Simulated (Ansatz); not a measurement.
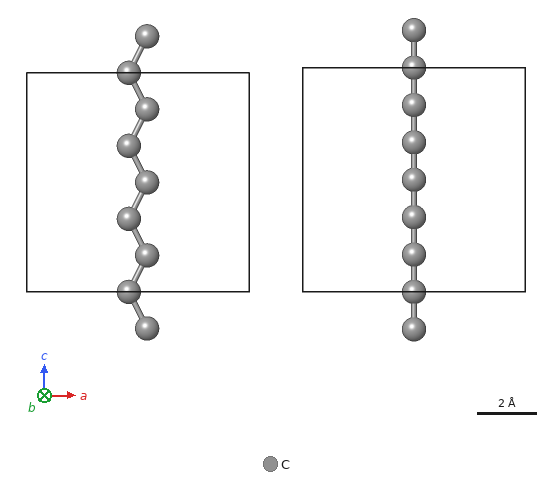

Two geometries of a wire of composition C, drawn at one scale. One is the start of a relaxation, the other its converged end. A ball-and-stick model of the 3 repeat of the cell, with the vacuum cut short, seen along the b axis.

Theory: DFT PBE, scalar-relativistic, plane waves, PAW in Ansatz 0.2.0. (plane-wave cutoff 420 eV; k-point mesh 1 × 1 × 26; occupations gaussian; smearing width 0.05 eV; collinear spin; cell relaxed at fixed a, b, alpha, beta, gamma; force threshold 0.01 eV/Å; at most 45 steps)

Which one is relaxed?

The right one is the relaxed one. Case: zigzag chain of atoms. The largest moves relative to the layer's centre, 0.31 Å, are those of C atoms. Along the periodic axis the drawn cell goes c 7.516 → 7.696 Å (+2.4 %). Among the contacts that change: C–C 1.401 → 1.283 Å. Bond angles that change, for instance: C–C–C 126.9° → 180.0°. After 5 accepted moves (6 points after the start) the energy has fallen by 1.377 eV per cell of the calculation. The largest force component goes from 5.5 to under 0.0001 eV/Å. The SCF was repeated once at an unchanged geometry on a basis and grid sized afresh for the cell, which shifted the energy by 1.5 meV per cell of the calculation at most. The program noted that the starting moments weren't kept. The run may lie on a higher electronic state than the lowest, so the end point isn't shown to be the ground-state structure.

Limits of the set-up: the k-point mesh is coarse for a cell with partly filled bands.
